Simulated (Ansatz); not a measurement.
Consider Ta.

Space group Fm-3m. Spin-orbit coupling, left out here, splits and shifts the levels of such heavy elements, by tenths of an eV up to several eV. This isn't the usual form at ambient conditions.

```
Ta
1.0
     4.22000    0.00000    0.00000
     0.00000    4.22000    0.00000
     0.00000    0.00000    4.22000
Ta
4
Direct
  0.00000 0.00000 0.00000
  0.50000 0.50000 0.00000
  0.50000 0.00000 0.50000
  0.00000 0.50000 0.50000
```

All numbers below come from Ansatz 0.2.0, DFT PBE, scalar-relativistic, plane waves, PAW.

What makes up the frontier states of this crystal?

Answer. The calculation finds no gap at the Fermi level.
The states at the Fermi level: Ta 5d (90 %) by Löwdin projection on a minimal orbital set.

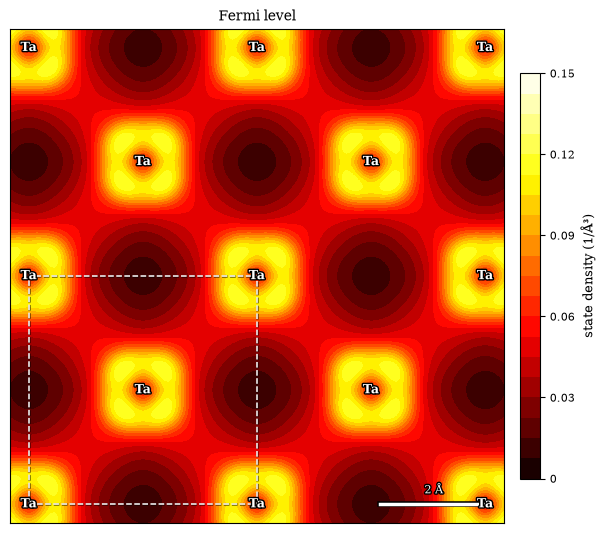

Computed densities of these states (window −0.25 to +0.25 eV about the Fermi level) on the (001) plane of the conventional cell.

Core electrons are frozen (PAW), so the fields are smoothed inside the atomic spheres.

The run took 0.6 s on 2 threads of Intel(R) Xeon(R) 6975P-C (Granite Rapids), on a shared host, peak memory 0.34 GiB.
